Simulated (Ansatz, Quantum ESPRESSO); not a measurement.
# The valence band of La2O3 as photoemission sees it

Aim: the valence spectrum of La2O3 from He I to hard X-rays, and which orbitals make each feature.

Program: Ansatz 0.2.0 and Quantum ESPRESSO 7.5. Level of theory: DFT, PBE, plane-wave PAW, default files, scalar-relativistic, in the first sound run; inputs show where later runs differ. Results are calculated unless marked as measured.

**1. The structure**

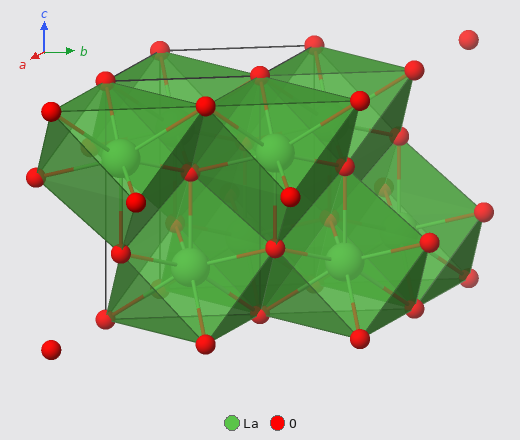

The cell as given, slightly off an axis (lanthanum green, oxygen red). 2×2×1 cells are drawn. Bonds to atoms that aren't drawn are left out. Some periodic images of atoms are drawn too.

**2. The base run**

The base run gives the projected DOS, from which the spectra are built. The DOS is taken on a denser mesh than the density.

File input.yaml:

```yaml
crystal:
  lattice:
    - [3.930777878, 0.0, 0.0]
    - [-1.965388939, 3.404153499, 0.0]
    - [0.0, 0.0, 6.11195352]
  atoms:
    - { symbol: La, position: [0.3333333333, 0.6666666667, 0.24623568] }
    - { symbol: La, position: [0.6666666667, 0.3333333333, 0.75376432] }
    - { symbol: O, position: [0.0, 0.0, 0.0] }
    - { symbol: O, position: [0.3333333333, 0.6666666667, 0.64589065] }
    - { symbol: O, position: [0.6666666667, 0.3333333333, 0.35410935] }
kpoints:
  mp_grid: { grid: [6, 6, 4] }
  band_path:
    path:
      - [[0.0, 0.0, 0.0], [0.5, 0.0, 0.0], [0.333333, 0.333333, 0.0], [0.0, 0.0, 0.0], [0.0, 0.0, 0.5], [0.5, 0.0, 0.5], [0.333333, 0.333333, 0.5], [0.0, 0.0, 0.5]]
      - [[0.5, 0.0, 0.5], [0.5, 0.0, 0.0]]
      - [[0.333333, 0.333333, 0.5], [0.333333, 0.333333, 0.0]]
    npoints: 10
scf:
  occupations: { method: fermi_dirac, width: 0.02 }
  n_extra_bands: 14
hamiltonian:
  xc: pbe
  pseudopotentials: { kind: paw }
output:
  forces: true
  stress: true
  dos:
    projected: true
    de: 0.05
    e_range: [-36, 12]
    nscf_kmesh: { grid: [12, 12, 8] }
  fatbands: true
```

Command:

```bash
$ ansatz run input.yaml --threads 4 --pin off --max-ram 8192MiB --backend cpu --events-out ev --progress --plain --runs-dir out
```

Numbers of over 12 decimals in the logs are rounded to 6 here.

The program printed:

```text
La: projections on atomic orbitals take those of the free atom [Kr 4d10] 4f0 5s2 5p6 5d1 6s2, of charge +0.00 (hamiltonian.pseudopotentials.projection_atoms); the dataset's partial waves leave at most 1.9e-5 of an orbital's norm unspanned inside its sphere
scf.n_extra_bands = 14 over 20 filled bands (N_el = 40.0): the run solves 34 bands
Engine: ansatz 0.2.0, aarch64-unknown-linux-gnu
Pseudopotentials: kind: paw
Pseudopotential: La, paw, valence charge 11, recommended cutoff 420 eV (normal), La.paw.azcp
Pseudopotential: O, paw, valence charge 6, recommended cutoff 420 eV (normal), O.paw.azcp
Functional definition: PBE
  parameter kappa = 0.804
  parameter beta = 0.066725
  exchange = pbe_x(kappa = kappa, mu = beta*pi^2/3)
  correlation = pbe_c(beta = beta)
Crystal: 5 atoms, lattice volume = 81.784 Å³
Basis set: ecut = 420 eV, 1641 PW (Γ), exchange–correlation on 54×54×90 points (8 copies of the dense FFT grid, shifted against one another)
Bands: 34, of which v1, the nominal top of the filled ones, is band 20 counted from 1 (19 counted from 0)
Symmetry: 12 space group operations
Space group: P-3m1 (ITA 164), of the structure as read, at distance tolerance 4.3e-5 Å
k-points: 24 of 144
Non-local potential: La, projectors of the file, l = 0: 3, l = 1: 2, l = 2: 2, l = 3: 3
Non-local potential: O, projectors of the file, l = 0: 2, l = 1: 2, l = 2: 1
PAW form: soft (Blöchl's): semilocal exchange-correlation on the pseudo side does not see the compensation charge
PAW one-centre angular grid: La, 590 points (default); XC on 64 Gauss nodes
PAW one-centre angular grid: O, 110 points (default); XC on 64 Gauss nodes
Initial density: superposition of atomic densities (neutral atoms: chi_scale 0, normalization atom), corrected by the library's trained network
Initial wavefunctions: pseudopotential atomic-orbital guess
Functional: x = pbe(κ = 0.804, μ = 0.219515), c = pbe(β = 0.066725)
SCF iter   1: F=—  HF=-14212.060094 eV  |F-HF|=—  |Δ(HF+E_count)|=         —  Δρ=2.28e-3  dr2=4.39e-3  ethr=1.77e-3  ⟨swp⟩=4.3  Hψ=3081  notcnv=0  defer=1
preconditioner: auto → Resta (q_TF=auto, 2.422 Å⁻¹)  ε∞=4.6  [insulator: Δε(μ)=3.878 eV  Ē_g=12.940 eV  σ=0.020 eV  W_gap=1.00  n_scr=22 (ndim 8)  ℏωp=24.6 eV  f_vac=0.023  D(μ)=0.00/eV (n_scr^D=0)  ε∞_Penn≈4.6]
SCF iter   2: F=—  HF=-14212.059576 eV  |F-HF|=—  |Δ(HF+E_count)|=   5.18e-4  Δρ=1.40e-3  dr2=8.93e-4  ethr=1.10e-5  ⟨swp⟩=2.0  Hψ=1572  notcnv=0  defer=95
SCF iter   3: F=—  HF=-14212.060029 eV  |F-HF|=—  |Δ(HF+E_count)|=   4.53e-4  Δρ=6.57e-4  dr2=3.59e-4  ethr=2.23e-6  ⟨swp⟩=2.0  Hψ=1027  notcnv=0  defer=95
SCF iter   4: F=—  HF=-14212.060201 eV  |F-HF|=—  |Δ(HF+E_count)|=   1.72e-4  Δρ=1.08e-4  dr2=8.16e-6  ethr=8.97e-7  ⟨swp⟩=2.8  Hψ=1033  notcnv=0  defer=95
SCF iter   5: F=—  HF=-14212.060185 eV  |F-HF|=—  |Δ(HF+E_count)|=   1.66e-5  Δρ=5.07e-5  dr2=2.06e-6  ethr=2.04e-8  ⟨swp⟩=2.1  Hψ=991  notcnv=0  defer=95
SCF iter   6: F=—  HF=-14212.060185 eV  |F-HF|=—  |Δ(HF+E_count)|=   3.84e-7  Δρ=3.01e-5  dr2=5.38e-7  ethr=5.16e-9  ⟨swp⟩=2.0  Hψ=1033  notcnv=0  defer=95
SCF iter   7: F=-14212.060185 eV  HF=-14212.060185 eV  |F-HF|=3.07e-8  |Δ(HF+E_count)|=   2.19e-8  Δρ=6.10e-6  dr2=2.69e-8  ethr=2.50e-10  ⟨swp⟩=7.9  Hψ=3759  notcnv=0
SCF 1 converged in 7 iterations: F = -14212.060185 eV  dr2 = 2.69e-8
  greatest PAW one-centre occupation: 0.973 electrons in one spin orbital (limit 2), on the La atom at site 1 (counted from 0), in its partial waves of l = 0
NSCF: frozen V_eff on 93 k-points
NSCF: frozen V_eff on 131 k-points
SCF converged after 7 iterations
Free energy (F): -14212.060185 eV
Harris-Foulkes:  -14212.060185 eV  (|F-HF|=3.07e-8)
Internal energy: -14212.060185 eV  (E = F + TS)
E sigma→0 (E₀):  -14212.060185 eV
Fermi energy:    11.639275 eV
--- Per-component energies (eV) ---
  E_band       = -6.405141
  E_kinetic    = 912.934224
  E_local      = -1532.903207  (includes V_loc(G=0)·N_el)
  E_nonlocal   = 336.615611
  E_hartree    = 547.315338
  E_xc         = -503.632471
  E_vxc        = -582.212701  (∫ρ·V_xc dr)
  E_paw        = -11307.954428  (= ΣΔE_a)
  E_vpaw       = -235.474674  (= ΣTr[D̂ρ^β])
  E_aug_tail   = 0.007195  (compensation charges beyond the density's cutoff)
  E_ewald      = -2664.442448
  E_smearing   = -0.000000  (= −TS)
  E_closure    = 0.000000  (closes the sum)
  Σ components = -14212.060185   (vs F -14212.060185, Δ=0.00e0)
--- Forces (eV/Å), atoms counted from 1 ---
  atom   1  La    -0.00000000     0.00000000    -0.01608288
  atom   2  La     0.00000000    -0.00000000     0.01608288
  atom   3  O      0.00000000    -0.00000000     0.00000000
  atom   4  O      0.00000000    -0.00000000     0.00713064
  atom   5  O      0.00000000     0.00000000    -0.00713064
  max |Σ_I F_I| component: 3.76e-17 eV/Å
--- Stress (GPa, compression-positive) ---
        1.806622      -0.000000      -0.000000
       -0.000000       1.806622      -0.000000
       -0.000000       0.000000       2.072511
  P = ⅓ Tr σ = 1.8953 GPa (18.953 kbar)
--- Band table (eV; the first three rows and the last of 24) ---
  k-point 0: bands = [... 16 lower, 8.0512, 9.3278, 9.3278, 9.5904, 13.9924, 14.2808, 14.2808, 14.8587, ... 10 higher]
  k-point 1: bands = [... 16 lower, 8.4163, 9.2947, 9.3731, 9.3731, 14.1283, 14.3412, 14.3412, 14.8332, ... 10 higher]
  k-point 2: bands = [... 16 lower, 8.6997, 8.9252, 9.4245, 9.4245, 14.3519, 14.3960, 14.3960, 14.6287, ... 10 higher]
  k-point 23: bands = [... 16 lower, 9.1507, 9.4341, 9.4341, 9.4832, 13.9464, 14.5202, 14.5811, 14.5811, ... 10 higher]
```

The job ended after 11 s (4 threads of Arm Neoverse N1, shared host; peak memory 0.46 GiB).

Reading the cycles: dr2 is the Hartree energy of the density residual (eV), the measure of convergence; HF is the Harris–Foulkes estimate of the energy, which meets the free energy F at convergence.

Numbers from this step:

```yaml
free_energy: -14212.0602 eV
fermi_energy: 11.64 eV
symmetry_operations: 12
pressure: 1.895 GPa
gap_on_the_k_mesh: 3.841 eV
zero_of_energy: valence-band maximum
share_of_occupied_states_in_no_projected_shell: 0.0021 of the occupied states in the window
gap_on_the_path: 3.841 eV
least_direct_gap_on_the_path: 3.966 eV
valence_top_on_path: 0 eV
```

The electronic bands at the labelled points (eV, zero at the valence-band maximum; v1 is the highest filled band, c1 the lowest empty one):

```tsv
point	v4	v3	v2	v1	c1	c2	c3	c4
Γ	-1.66	-0.39	-0.39	-0.12	4.28	4.57	4.57	5.15
M	-0.74	-0.66	-0.41	-0.30	3.84	4.66	5.09	5.14
K	-0.82	-0.82	-0.79	-0.11	3.85	4.70	4.70	4.93
Γ	-1.66	-0.39	-0.39	-0.12	4.28	4.57	4.57	5.15
A	-1.01	-0.79	-0.29	-0.29	4.64	4.68	4.68	4.92
L	-0.96	-0.71	-0.37	0.00	4.37	4.59	4.99	5.13
H	-0.56	-0.28	-0.28	-0.23	4.23	4.81	4.87	4.87
A	-1.01	-0.79	-0.29	-0.29	4.64	4.68	4.68	4.92
jump to L	-0.96	-0.71	-0.37	0.00	4.37	4.59	4.99	5.13
M	-0.74	-0.66	-0.41	-0.30	3.84	4.66	5.09	5.14
jump to H	-0.56	-0.28	-0.28	-0.23	4.23	4.81	4.87	4.87
K	-0.82	-0.82	-0.79	-0.11	3.85	4.70	4.70	4.93
```

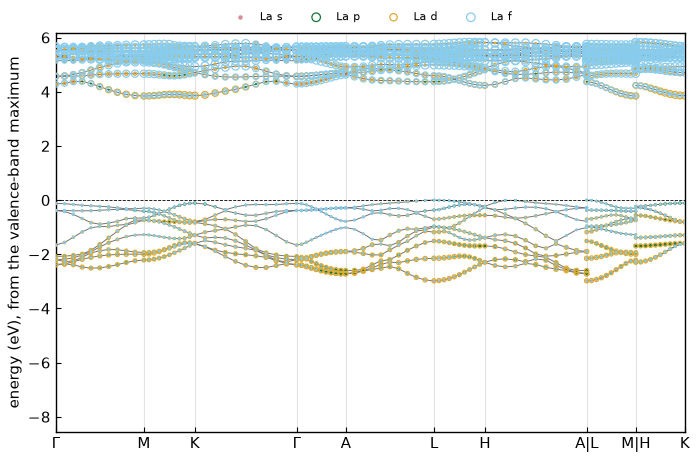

Electronic bands along the path; dots are coloured as in the legend, and their area grows with the weight.

The DOS has structure finer than the step of the table below, so its rows give means over 2.5 eV, whole bins alone (the curve runs from -31.3 to 5.31 eV). Peaks (eV: height): total -29.59: 22.2, -13.29: 13.8, -0.29: 11.6, 4.61: 10.8; O 2p -2.49: 5.13, -1.99: 6.98, -1.19: 5.40, -0.29: 10.1; La 5p -17.19: 2.23, -13.29: 13.0, -11.59: 3.63; La 5d -2.49: 1.85, -1.99: 2.20, 4.41: 1.77, 4.61: 3.38; O 2s -17.19: 5.11, -15.49: 3.92, -12.99: 1.46, -11.59: 1.32.

* holds the states left over by the projection beside any projected weight of its own. The DOS by E, zero at the valence-band maximum; means over each step; 7 of 9 lines; values in states/eV/cell:

```tsv
E (eV)	total	O 2p	La 5p	La 5d	O 2s	La 6p*	La 4f
-30.0	1.60	0.0276	2.8e-4	0.0407	0.00646	0	7.5e-4
-27.5	0	0	0	0	0	0	0
-25.0	0	0	0	0	0	0	0
-22.5	0	0	0	0	0	0	0
-20.0	0	0	0	0	0	0	0
-17.5	1.51	0.0105	0.378	0.126	0.902	0	0.00848
-15.0	1.03	0.0178	0.265	0.100	0.602	0	0.00479
-12.5	4.66	0.169	3.88	0.0642	0.520	5.4e-4	0.00915
-10.0	0	0	0	0	0	0	0
-7.5	0	0	0	0	0	0	0
-5.0	0	0	0	0	0	0	0
-2.5	3.75	2.70	0	0.735	0.0119	0.111	0.0793
0.0	3.45	2.90	0	0.233	0.00858	0.135	0.143
2.5	0	0	0	2.2e-5	0	5.4e-7	0
```

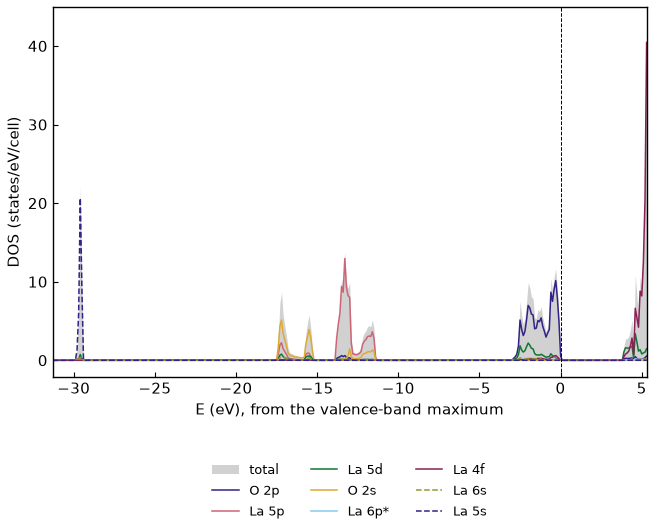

DOS, plotted against E.

Sums over each group's atoms; a table of it gives point samples, which can step over narrow peaks. Table of DOS of the group by E, zero at the valence-band maximum; 7 of 9 lines; values in states/eV:

```tsv
E (eV)	O4: O 2p	O3: O 2p	La1: La 5p	La1: La 5d	O4: O 2s	La1: La 4f	La1: La 6s
-30.0	3.5e-4	1.1e-4	0	6.1e-4	0.00119	0	0.0187
-27.5	0	0	0	0	0	0	0
-25.0	0	0	0	0	0	0	0
-22.5	0	0	0	0	0	0	0
-20.0	0	0	0	0	0	0	0
-17.5	0.00114	0.00226	0.303	0.0667	0.580	0.00500	0.0299
-15.0	0	0	0	0	0	0	0
-12.5	0.0302	0.00499	0.789	0.0162	0.151	0.00382	0.00223
-10.0	0	0	0	0	0	0	0
-7.5	0	0	0	0	0	0	0
-5.0	0	0	0	0	0	0	0
-2.5	2.96	0.674	0	1.28	0.00630	0.0732	0.245
0.0	0.946	1.16	0	0.0579	0.00190	0.0823	0.00966
2.5	0	0	0	0	0	0	0
5.0	0.0848	0.0704	0	1.05	0.0141	10.3	0.0962
```

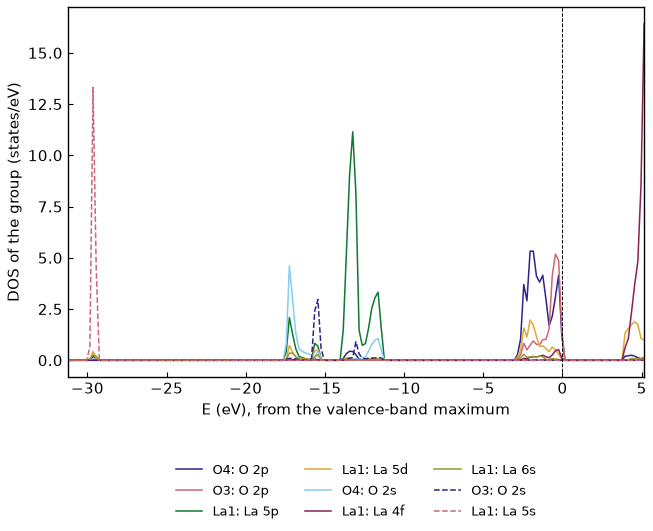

DOS of the group, plotted against E.

Simulated valence spectra by photon energy, shown to 13 eV, since a deeper line would dwarf them at some energies; the 100 % can be that line's tail at the edge; this run's widths, added to any smearing of the DOS itself: Gaussian 0.15 eV, Lorentzian 0.2 eV. Table of intensity by binding energy, zero at the valence-band maximum; values in % of the maximum within 13 eV:

```tsv
binding energy (eV)	21.2 eV	40.8 eV	1486.7 eV	5950 eV
0	35.3	35.5	4.79	0.862
2	94.0	76.8	19.4	5.88
4	1.29	1.12	0.351	0.167
6	0.346	0.344	0.226	0.170
8	0.163	0.228	0.348	0.310
10	0.0950	0.356	1.05	0.982
12	-	14.1	53.1	49.4
```

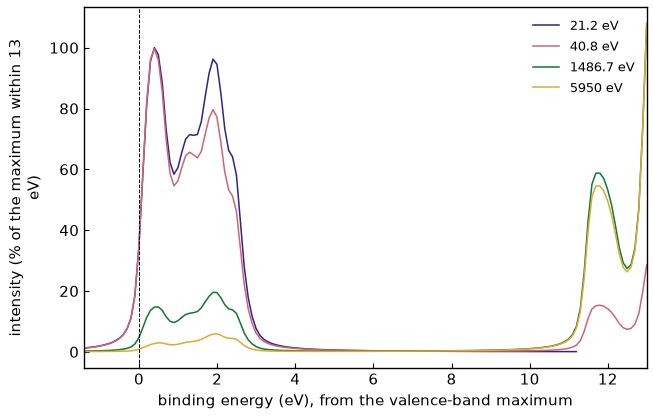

Intensity, plotted against binding energy.

Maxima picked by a test of local sharpness, so broad peaks and shoulders can be missing; peaks within 0.45 eV of a curve's cut are left out. Valence peaks, by row:

```tsv
photon energy (eV)	binding energy (eV)	height (% of the maximum within 13 eV)	main shell	its share (%)
21.2	1.919	96.79	O 2p	73.23
21.2	1.319	71.47	O 2p	83.46
21.2	0.3695	100	O 2p	92.75
40.8	17.17	17.37	O 2s	52.62
40.8	15.52	11.66	O 2s	59.54
40.8	13.32	41.88	La 5p	84.44
40.8	11.77	15.32	La 5p	73.75
40.8	1.919	79.77	O 2p	90.43
40.8	1.269	65.67	O 2p	92.62
40.8	0.3695	100	O 2p	94.39
1487	29.57	144.3	La 5s	98.07
1487	17.17	60.94	O 2s	52.66
1487	15.52	39.19	O 2s	62.2
1487	13.27	155.7	La 5p	97.45
1487	11.72	58.96	La 5p	82.06
1487	1.969	19.75	La 5d	64.11
1487	0.4695	14.85	O 2p	41.03
5950	29.57	201.2	La 5s	99.31
5950	17.17	39.53	La 5p	65.13
5950	15.52	22.42	La 5p	53.17
5950	13.27	160.8	La 5p	99.16
5950	11.77	54.71	La 5p	92.96
5950	1.969	5.963	La 5d	77.58
```

The intensity has structure finer than the step of the table below, so its rows give means over 5 eV, whole bins alone (the curve runs from -31.3 to 1.41 eV). Peaks (eV: height): O K -0.5: 99.9; O K, E along x -0.5: 99.0; O K, E along y -0.5: 99.0; O K, E along z -0.5: 102.

Shapes are the site's partial DOS without matrix elements, which overweights lines from ligand s bands. The intensity by emission energy less the core level's binding energy, zero at the valence-band maximum; means over each step; values in % of the unpolarised maximum:

```tsv
emission energy less the core level's binding energy (eV)	O K	O K, E along x	O K, E along y	O K, E along z
-25	0.0154	0.0158	0.0158	0.0148
-20	0.0403	0.0416	0.0416	0.0376
-15	1.53	1.66	1.66	1.27
-10	0.368	0.381	0.381	0.341
-5	4.35	4.17	4.17	4.71
```

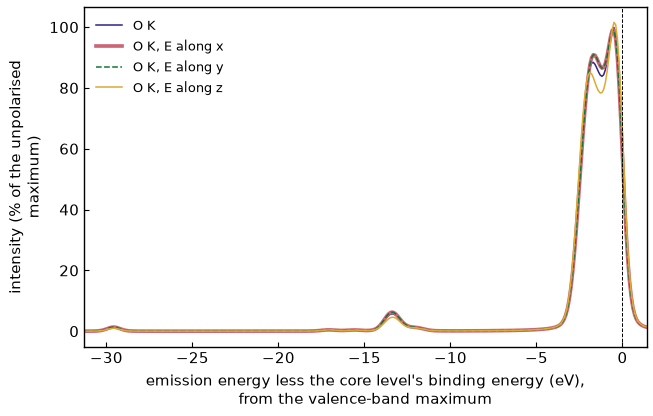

Intensity, plotted against emission energy less the core level's binding energy.

Window up to 5.3 eV. Shell moments, by row:

```tsv
element	shell	occupied states an atom	centre of occupied part (eV)	rms width of occupied part (eV)	centre up to the window's top (eV)	rms width up to the window's top (eV)
La	5s	1.849	-29.59	0.06651	-29.59	0.06651
La	6s	0.4017	-11.77	9.861	-9.73	10.73
La	5p	5.658	-13.37	1.38	-13.37	1.38
La	6p*	0.3093	-1.17	0.888	-0.09015	2.426
La	5d	1.623	-5.679	7.24	-1.525	7.522
La	4f	0.3063	-2.343	4.369	4.678	1.917
O	2s	1.709	-15.28	2.559	-15.17	2.94
O	2p	4.857	-1.765	3.035	-1.608	3.157
```

The spectra weight each projected shell by its atomic cross section (Dirac–Hartree–Slater) and angular factor, for unpolarised light with the analyser at 45° from the beam. Broadening, on top of any smearing of the DOS itself: a Gaussian of 0.15 eV and a Lorentzian of 0.2 eV plus 0 times the binding energy (full widths), Fermi edge at 300 K. Curves are cut 10 eV under the photon energy, above any shell that the free atom's threshold puts out of reach, or at the lower edge of the window: 11.2 eV at 21.2 eV, 28.6 eV at 40.8 eV, 31.3 eV at 1486.7 eV and 31.3 eV at 5950 eV. A star in tables and legends marks shells that hold the states left over by the projection (0.2 % of the filled ones), a stand-in for orbitals that the files don't project on. Dipole terms alone, which is rough above 3 keV; no background, satellites or final-state effects.

Share of each shell in the spectrum's area (%), by photon energy:

```tsv
shell	21.2 eV	40.8 eV	1486.7 eV	5950 eV
La 5s	0.0	0.0	17.6	27.0
La 5p	0.0	17.6	55.2	63.2
La 5d	17.9	4.5	7.0	2.8
La 4f	0.3	2.2	1.9	0.1
O 2s	0.0	5.6	14.4	5.8
O 2p	81.7	70.0	3.4	0.4
```

Cross sections used, in Mb an electron:

```tsv
shell	21.2 eV	40.8 eV	1486.7 eV	5950 eV
La 5s	-	-	0.0016	1.2e-4
La 5p	-	0.55	0.0016	8.5e-5
La 5d	3.4	0.48	6.5e-4	1.2e-5
La 4f	0.28	1.1	8.8e-4	3.1e-6
O 2s	-	0.40	9.4e-4	1.8e-5
O 2p	2.7	1.6	6.3e-5	3.1e-7
```

At this level the gap is 3.84 eV on the path.

(Part 1 of 7 ends here.)

[Logs are printed without paths, hosts, clocks, repeated set-up lines and the standing remarks that a program may print on its own settings, such as how far it seeks lower states.]

[Hosts, paths, dates, database ids (printed as entryN), source tags and the programs' standing remarks are cut or masked in the printed files.]

[Maps of the electrostatic potential energy from Ansatz leave out the sawtooth potential of an applied field or a dipole correction, so their vacuum need not be flat; work functions include it.]

[Peak lists hold at most the 14 tallest peaks of each spectrum; further lines can be left out.]
